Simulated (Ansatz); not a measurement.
**Band-structure calculation, with input and output: Ta (part 1 of 2)**

The run: band-structure calculation of Ta (slab, 5 atoms in the cell). Method and program: DFT PBE, spin-orbit coupling, plane waves, PAW (Ansatz 0.2.0).

It belongs to a series of runs on one base structure; here: bands of the relaxed slab with spin-orbit coupling. Figures and captions count atoms from 1; the log counts them from 0 in places.

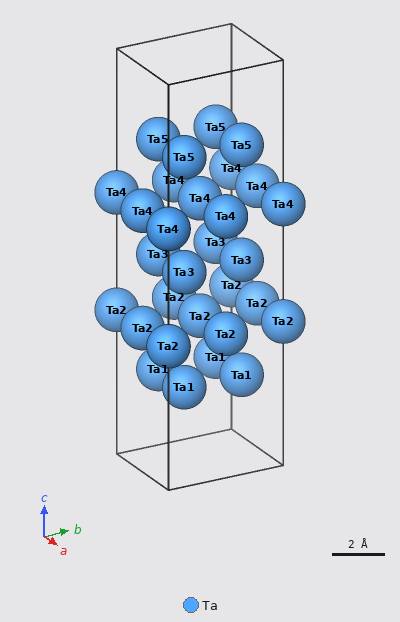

Figure 1. The structure as given in the input (spheres-only view of the 2 × 2 repeat of the cell, with the vacuum cut short, seen slightly off an axis; atoms are numbered from 1 in the order of the input).

### The input
```yaml
crystal:
  lattice:
    - [2.8743851013, 0.0, 0.0]
    - [-0.9581283671, 2.7099962625, 0.0]
    - [0.0, 0.0, 24.3877024301]
  atoms:
    - { symbol: Ta, position: [0.5, 0.5, 0.3120339112] }
    - { symbol: Ta, position: [0.0, 0.0, 0.4039971152] }
    - { symbol: Ta, position: [0.5, 0.5, 0.4999999991] }
    - { symbol: Ta, position: [0.0, 0.0, 0.5960028785] }
    - { symbol: Ta, position: [0.5, 0.5, 0.6879660961] }
basis:
  ecutwfc: 420
kpoints:
  mp_grid: { grid: [13, 13, 1] }
  band_path:
    path: [[0.5, 0, 0], [0, 0, 0], [0, 0.5, 0], [0.5, 0.5, 0], [0, 0, 0]]
    npoints: 12
hamiltonian:
  xc: pbe
scf:
  occupations: { method: gaussian, width: 0.1 }
  n_extra_bands: 32
output:
  forces: true
  stress: true
  eigenvalues: true
  populations: true
  fatbands: true
  write_density: true
  write_potential: true
  elf: true
  volumetric_format: npy
magnetization:
  noncollinear: true
  spin_orbit: true
efield:
  axis: 3
  dipole_correction: true
  ramp_width: 0.04
```

Launch command:
```bash
ansatz run input.yaml --threads 2 --pin off --max-ram 4096MiB --backend cpu --events-out ev --progress --plain --runs-dir out
```

### The program's output
```
scf.n_extra_bands = 32 over 65 filled bands (N_el = 65.0): the run solves 97 bands
Engine: ansatz 0.2.0, x86_64-unknown-linux-gnu
Pseudopotentials: kind: paw_fr
Pseudopotential: Ta, paw_fr, valence charge 13, recommended cutoff 420 eV (normal), Ta.paw.azcp#standard-fr
Functional definition: PBE
  parameter kappa = 0.804
  parameter beta = 0.06672455060314922
  exchange = pbe_x(kappa = kappa, mu = beta*pi^2/3)
  correlation = pbe_c(beta = beta)
non-collinear run that drives no moment, with spin-orbit: no starting moment large enough to seed its density (crystal.atoms[].spin), no starting occupations that ask for one, no magnetisation constraint and no magnetic field, so the semilocal B_xc is pinned to zero
Crystal: 5 atoms, lattice volume = 189.970 Å³
Basis set: ecut = 420 eV, 3715 PW (Γ), exchange–correlation on 40×40×360 points (8 copies of the dense FFT grid, shifted against one another)
Bands: 97, of which v1, the nominal top of the filled ones, is band 65 counted from 1 (64 counted from 0)
Symmetry: 4 space group operations + 4 with time reversal
k-points: 49 of 169
Projection manifold: j_resolved (fully-relativistic pseudo-atomic orbitals)
Non-local potential: Ta, projectors of the file, l = 0: 3, l = 1: 4, l = 2: 4, l = 3: 2
PAW form: soft (Blöchl's): semilocal exchange-correlation on the pseudo side does not see the compensation charge
PAW one-centre angular grid: Ta, 590 points (default); XC on 64 Gauss nodes
Initial density: superposition of atomic densities (neutral atoms: chi_scale 0, normalization atom)
Initial wavefunctions: pseudopotential atomic-orbital guess
Functional: x = pbe(κ = 0.804, μ = 0.2195149727645171), c = pbe(β = 0.06672455060314922)
SCF iter   1: F=—  HF=-49775.072435 eV  |F-HF|=—  |Δ(HF+E_count)|=         —  Δρ=4.60e-2  dr2=7.05e1  dr2_m=0.00e0 (ungated)  ethr=3.10e-3  |M|=0.00e0 ∫|m|=0.00e0 μB  |m|>n=0.0e0 m-floor=0.0e0 τ_xc=0.0e0  β_m=1.00  p=0.000 e·Å  D=8.69e-12 V/Å  ΔV_dip=-0.00 eV  dr2_dipole=4.33e-6  V_vac-E_F(+/−)=7.60/7.60 eV  ⟨swp⟩=7.6  Hψ=26201  notcnv=0  defer=259
efield: sawtooth ramp at fractional position 0.9800 (placed from the atoms, in the widest stretch of the axis that holds none; the zero of the levels goes with the place), width 0.0400; the density the first Hamiltonian is built on has a dipole p = 0.000 e·Å; the dipole correction subtracts the counter field D = 8.69e-12 V/Å, which shifts the + side's vacuum level by -0.00 eV against the − side's; the planar-averaged density in the ramp window peaks in size at 2.6e-6 e/Å³
preconditioner: auto → LDOS  [metal: Δε(μ)=0.011 eV  Ē_g=6.097 eV  σ=0.100 eV  W_gap=0.06  n_scr=16 (ndim 8)  ℏωp=13.5 eV  f_vac=0.450  D(μ)=3.55/eV (n_scr^D=14)  β→1.0]
spin=Noncollinear: LDOS preconditioning applied to the charge; magnetization (m_x, m_y, m_z) channels mix plain (no charge-response kernel on spin).
SCF iter   2: F=—  HF=-49774.617183 eV  |F-HF|=—  |Δ(HF+E_count)|=   4.55e-1  Δρ=4.36e-2  dr2=9.15e1  dr2_m=0.00e0 (ungated)  ethr=3.10e-3  |M|=0.00e0 ∫|m|=0.00e0 μB  |m|>n=0.0e0 m-floor=0.0e0 τ_xc=0.0e0  β_m=0.76  p=-0.000 e·Å  D=-3.00e-4 V/Å  ΔV_dip=0.01 eV  dr2_dipole=3.02e-5  V_vac-E_F(+/−)=2.19/2.18 eV  ⟨swp⟩=5.0  Hψ=10733  notcnv=0  defer=1185
SCF iter   3: F=—  HF=-49771.789567 eV  |F-HF|=—  |Δ(HF+E_count)|=    2.83e0  Δρ=7.16e-3  dr2=1.05e0  dr2_m=0.00e0 (ungated)  ethr=3.10e-3  |M|=0.00e0 ∫|m|=0.00e0 μB  |m|>n=0.0e0 m-floor=0.0e0 τ_xc=0.0e0  β_m=0.80  p=-0.000 e·Å  D=-9.54e-6 V/Å  ΔV_dip=0.00 eV  dr2_dipole=2.82e-9  V_vac-E_F(+/−)=5.37/5.37 eV  ⟨swp⟩=3.9  Hψ=9109  notcnv=0  defer=1153
SCF iter   4: F=—  HF=-49771.759147 eV  |F-HF|=—  |Δ(HF+E_count)|=   3.04e-2  Δρ=1.92e-3  dr2=4.51e-2  dr2_m=0.00e0 (ungated)  ethr=1.62e-3  |M|=0.00e0 ∫|m|=0.00e0 μB  |m|>n=0.0e0 m-floor=0.0e0 τ_xc=0.0e0  β_m=0.85  p=-0.000 e·Å  D=-1.39e-5 V/Å  ΔV_dip=0.00 eV  dr2_dipole=6.20e-7  V_vac-E_F(+/−)=4.87/4.87 eV  ⟨swp⟩=1.9  Hψ=4765  notcnv=0  defer=1142
SCF iter   5: F=—  HF=-49771.756605 eV  |F-HF|=—  |Δ(HF+E_count)|=   2.54e-3  Δρ=8.12e-4  dr2=9.85e-3  dr2_m=0.00e0 (ungated)  ethr=6.94e-5  |M|=0.00e0 ∫|m|=0.00e0 μB  |m|>n=0.0e0 m-floor=0.0e0 τ_xc=0.0e0  β_m=0.85  p=-0.000 e·Å  D=-2.40e-5 V/Å  ΔV_dip=0.00 eV  dr2_dipole=3.38e-8  V_vac-E_F(+/−)=4.80/4.80 eV  ⟨swp⟩=2.0  Hψ=4722  notcnv=0  defer=1155
SCF iter   6: F=—  HF=-49771.756471 eV  |F-HF|=—  |Δ(HF+E_count)|=   1.33e-4  Δρ=1.84e-4  dr2=1.34e-4  dr2_m=0.00e0 (ungated)  ethr=1.52e-5  |M|=0.00e0 ∫|m|=0.00e0 μB  |m|>n=0.0e0 m-floor=0.0e0 τ_xc=0.0e0  β_m=0.87  p=-0.000 e·Å  D=-5.86e-6 V/Å  ΔV_dip=0.00 eV  dr2_dipole=2.23e-8  V_vac-E_F(+/−)=4.78/4.78 eV  ⟨swp⟩=1.7  Hψ=3958  notcnv=0  defer=1155
SCF iter   7: F=—  HF=-49771.756492 eV  |F-HF|=—  |Δ(HF+E_count)|=   2.08e-5  Δρ=5.35e-5  dr2=1.20e-5  dr2_m=0.00e0 (ungated)  ethr=2.06e-7  |M|=0.00e0 ∫|m|=0.00e0 μB  |m|>n=0.0e0 m-floor=0.0e0 τ_xc=0.0e0  β_m=0.83  p=-0.000 e·Å  D=-4.05e-6 V/Å  ΔV_dip=0.00 eV  dr2_dipole=3.67e-10  V_vac-E_F(+/−)=4.77/4.77 eV  ⟨swp⟩=3.3  Hψ=6790  notcnv=0  defer=1155
SCF iter   8: F=—  HF=-49771.756508 eV  |F-HF|=—  |Δ(HF+E_count)|=   1.63e-5  Δρ=1.96e-5  dr2=2.31e-6  dr2_m=0.00e0 (ungated)  ethr=1.84e-8  |M|=0.00e0 ∫|m|=0.00e0 μB  |m|>n=0.0e0 m-floor=0.0e0 τ_xc=0.0e0  β_m=0.83  p=-0.000 e·Å  D=-1.27e-6 V/Å  ΔV_dip=0.00 eV  dr2_dipole=3.80e-11  V_vac-E_F(+/−)=4.76/4.76 eV  ⟨swp⟩=2.2  Hψ=6111  notcnv=0  defer=1155
SCF iter   9: F=—  HF=-49771.756509 eV  |F-HF|=—  |Δ(HF+E_count)|=   4.98e-7  Δρ=5.54e-6  dr2=2.33e-7  dr2_m=0.00e0 (ungated)  ethr=3.56e-9  |M|=0.00e0 ∫|m|=0.00e0 μB  |m|>n=0.0e0 m-floor=0.0e0 τ_xc=0.0e0  β_m=0.82  p=-0.000 e·Å  D=-6.83e-7 V/Å  ΔV_dip=0.00 eV  dr2_dipole=2.94e-11  V_vac-E_F(+/−)=4.76/4.76 eV  ⟨swp⟩=2.1  Hψ=5029  notcnv=0  defer=1155
SCF iter  10: F=-49771.756509 eV  HF=-49771.756509 eV  |F-HF|=3.14e-9  |Δ(HF+E_count)|=   5.30e-8  Δρ=1.46e-6  dr2=2.99e-9  dr2_m=0.00e0 (ungated)  ethr=1.54e-10  |M|=0.00e0 ∫|m|=0.00e0 μB  |m|>n=0.0e0 m-floor=0.0e0 τ_xc=0.0e0  p=-0.000 e·Å  D=-9.66e-8 V/Å  ΔV_dip=0.00 eV  dr2_dipole=2.22e-13  V_vac-E_F(+/−)=4.76/4.76 eV  ⟨swp⟩=24.1  Hψ=46874  notcnv=0
SCF 1 converged in 10 iterations: F = -49771.756509 eV  dr2 = 2.99e-9
  greatest PAW one-centre occupation: 0.999 electrons in one spin orbital (limit 2), on the Ta atom at site 4 (counted from 0), in its partial waves of l = 0
```

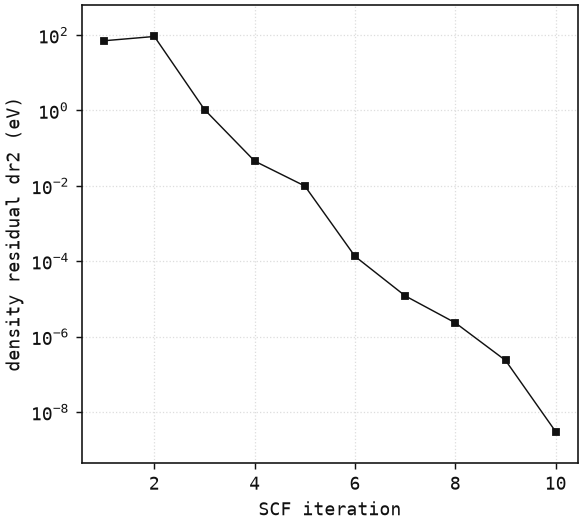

Figure 2. Convergence of the self-consistent field: density residual dr2 against the SCF iteration. The residual falls almost steadily, with no more than small rises.

```
NSCF: frozen V_eff on 49 k-points
efield: sawtooth ramp at fractional position 0.9800 (kept from the solve that this one continues, or follows in the run), width 0.0400; the density the first Hamiltonian is built on has a dipole p = -0.000 e·Å; the dipole correction subtracts the counter field D = -9.66e-8 V/Å, which shifts the + side's vacuum level by +0.00 eV against the − side's; the planar-averaged density in the ramp window peaks in size at 2.7e-6 e/Å³
WARN: The output density's exchange-correlation potential varies sharply where the density is thin. Do not read a vacuum level from v_tot or v_xc, or from such a field of the output density. On a cell that repeats whose density bears no net charge and no dipole along the vacuum's axis use v_es (v_loc + v_h of the components); under efield.dipole_correction with no amplitude use v_es + v_field, which holds any external_charges[].barrier, or the levels of the report's work_function block, which leave it out; under a non-zero efield.amplitude the vacuum is tilted and has no level; on a cell that repeats and bears such a dipole with no correction it is tilted too, and efield.dipole_correction with no amplitude gives each side of its ramp a level where efield: is served; in a cell that repeats whose density bears a net charge (total_charge, or a fill off its count) it is curved and has none; of a slab under crystal.periodic whose density bears no net charge use v_es, which has a level on each side, short of where the two are joined; of another it falls or rises all the way out and has none; of a slab beside external_charges read slab_vacuum_level instead, which it has where they leave it neutral. The grid or the basis barely resolves most such structure, and the values can differ between equally converged runs; as a rule a tighter scf.convergence.dr2_threshold does not remove it. Where the density itself ripples (under the LDA too) a higher basis.ecutwfc lessens it. The files hold the spikes' plane waves up to the density's cutoff. Files: v_tot_of_output_density and the like, and their columns of v_z.tsv (output.write_potential); v_xc_of_output_density and the like, and their columns of v_comp_z.tsv (output.write_potential_components). Measured: with its Gaussian average of σ = 0.25 Å subtracted twice, the exchange-correlation potential is over 0.1 eV at 436 of the grid points where the equally averaged density (valence and model cores) is under 1e-3 e/Å³, and 0.714 eV at the most among them, at an averaged density of 8.3e-8 e/Å³. See output.write_potential in the manual, Limitations
SCF converged after 10 iterations
Magnetization: |M| = 0.0000 μB,  M = (+0.0000, +0.0000, +0.0000) μB
Absolute magnetization: 0.0000 μB (∫|m|)
  site 0: m = (+0.0000, +0.0000, +0.0000) μB, |m| = 0.0000 μB  (R = 1.15 Å)
  site 1: m = (+0.0000, +0.0000, +0.0000) μB, |m| = 0.0000 μB  (R = 1.15 Å)
  site 2: m = (+0.0000, +0.0000, +0.0000) μB, |m| = 0.0000 μB  (R = 1.18 Å)
  site 3: m = (+0.0000, +0.0000, +0.0000) μB, |m| = 0.0000 μB  (R = 1.15 Å)
  site 4: m = (+0.0000, +0.0000, +0.0000) μB, |m| = 0.0000 μB  (R = 1.15 Å)
Free energy (F): -49771.756509 eV
Harris-Foulkes:  -49771.756509 eV  (|F-HF|=3.14e-9)
Internal energy: -49771.719586 eV  (E = F + TS)
E sigma→0 (E₀):  -49771.738047 eV
Entropy (-TS):   -0.036923 eV (-7.385 meV/atom)
Fermi energy:    6.492605 eV
Dipole field:    D = -0.000001 V/Å  (p = -0.000001 e·Å, saw-weighted, corrected)
Work function:   Φ+ = 4.7599 eV   Φ− = 4.7599 eV
Levels:          The Fermi level and band energies are counted from a zero that moves with the ramp; work functions are not
--- Per-component energies (eV) ---
  E_band       = -1322.312109
  E_kinetic    = 1823.344587
  E_local      = -59552.976362  (includes V_loc(G=0)·N_el)
  E_nonlocal   = 58.335351
  E_hartree    = 28962.634329
  E_xc         = -1087.002493
  E_vxc        = -1014.236243  (∫ρ·V_xc dr)
  E_paw        = -42080.012472  (= ΣΔE_a)
  E_vpaw       = -562.040005  (= ΣTr[D̂ρ^β])
  E_aug_tail   = 0.000693  (compensation charges beyond the density's cutoff)
  E_efield     = 0.000000  (sawtooth field / dipole correction)
  E_vefield    = -0.000000  (∫n·V_field dr)
  E_ewald      = 22103.956780
  E_smearing   = -0.036923  (= −TS)
  E_closure    = 0.000000  (closes the sum)
  Σ components = -49771.756509   (vs F -49771.756509, Δ=0.00e0)
--- Forces (eV/Å), atoms counted from 1 ---
  atom   1  Ta    -0.00000000    -0.00000000     0.00469293
  atom   2  Ta     0.00000000     0.00000000    -0.00826230
  atom   3  Ta    -0.00000000     0.00000000     0.00000460
  atom   4  Ta    -0.00000000    -0.00000000     0.00825391
  atom   5  Ta     0.00000000     0.00000000    -0.00468700
  max |Σ_I F_I| component: 2.14e-6 eV/Å
--- Stress (GPa, compression-positive) ---
       -1.812726      -0.028861       0.000000
       -0.028861      -1.833133       0.000000
        0.000000       0.000000      -0.004069
  P = ⅓ Tr σ = -1.2166 GPa (-12.166 kbar)
--- Band table (eV; the first three rows and the last of 49) ---
```
